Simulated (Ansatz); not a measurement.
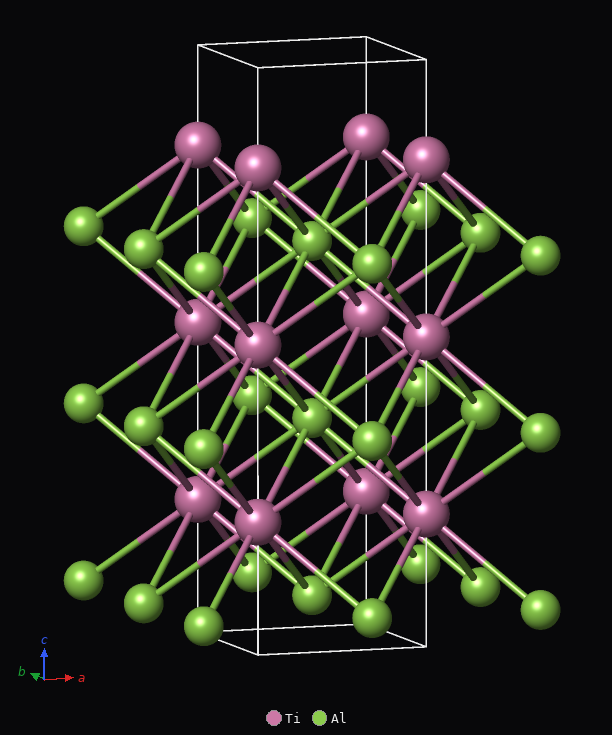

Ball-and-stick representation of a periodic structure, projected from a general direction. The conventional unit cell is drawn as a box. The bonded neighbours beyond the faces are included.

TiAl, space group P4mm (No. 99), a = 3.17 Å, b = 3.17 Å, c = 10.51 Å, α = 90.00°, β = 90.00°, γ = 90.00°.

Method: Ansatz 0.2.0, DFT r2SCAN, scalar-relativistic, plane waves, PAW; a 500 eV plane-wave basis, k-points about 0.10 Å⁻¹ apart, Gaussian smearing of 0.15 eV, no spin polarisation.

Is it conducting or gapped at this level?

A metal: bands cross the Fermi level.

Under what pressure is the structure?

The computed pressure is -5.0 GPa (stretched: it would shrink). The stress isn't hydrostatic: its largest component is 6.2 GPa.

The model was built from a structure listed in the Materials Project. The cell was then strained or its atoms displaced on purpose. An electronic-structure calculation with Ansatz was run on it.

At this level of theory the cell isn't at rest (stretched, at -5 GPa and forces up to 1.2 eV/Å), so its distances can differ from those at equilibrium, the more so the softer the solid.
